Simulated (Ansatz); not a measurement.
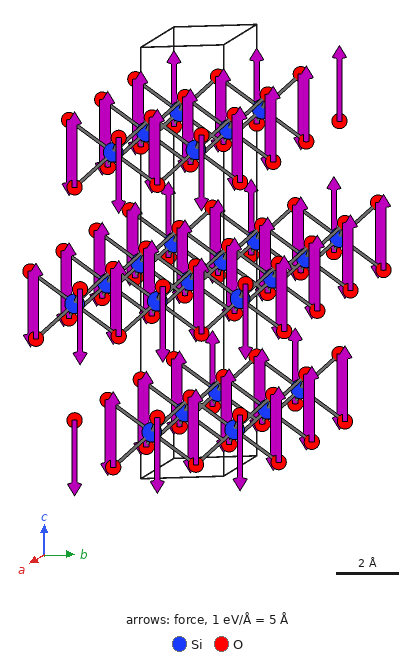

Starting geometry of crystalline SiO₂ (a generated structure, set up in R-3m) with the computed forces as purple arrows. A ball-and-stick model of the conventional cell (3 times the calculation's cell), repeated 3 × 2 × 1 with one cell outlined, seen slightly off an axis. Lengths and directions refer to the drawn axes.

All numbers below come from DFT PBE+D3(BJ), scalar-relativistic, plane waves, PAW in Ansatz 0.2.0. Settings: plane-wave cutoff 420 eV; k-point mesh 12 × 12 × 12; occupations gaussian; smearing width 0.02 eV; no spin polarisation; cell relaxed at fixed volume; force threshold 0.01 eV/Å; at most 30 steps.

Is this structure relaxed? If not, where do the atoms go?

It isn't relaxed: the largest force vector, on O atoms, is 0.52 eV/Å. The atoms end up moving mostly along the starting forces (cosine between the two patterns 1.00). After 4 accepted moves (6 points after the start) the energy has fallen by 8.4 meV per atom. Largest force component: 0.52 eV/Å at the start, 0.0016 eV/Å at the end. Pressure: −8.72 GPa at the start and −1.82 GPa at the end. The SCF was repeated twice at an unchanged geometry on a basis and grid sized afresh for the cell, which shifted the energy by 0.4 meV per atom at most. The largest moves relative to the cell, 0.033 Å, are those of O atoms. Si stays in place. The drawn cell changes at constant volume: a = b 2.727 → 2.695 Å (−1.2 %), c 14.653 → 15.001 Å (+2.4 %). Near-neighbour distances that change, for instance: O–Si 1.827 → 1.806 Å. The space group stays R-3m (No. 166). Cost: 23 s on 1 thread of AMD EPYC 7R43 64-Core Processor (Zen 3) (shared host), peak memory 0.42 GiB.
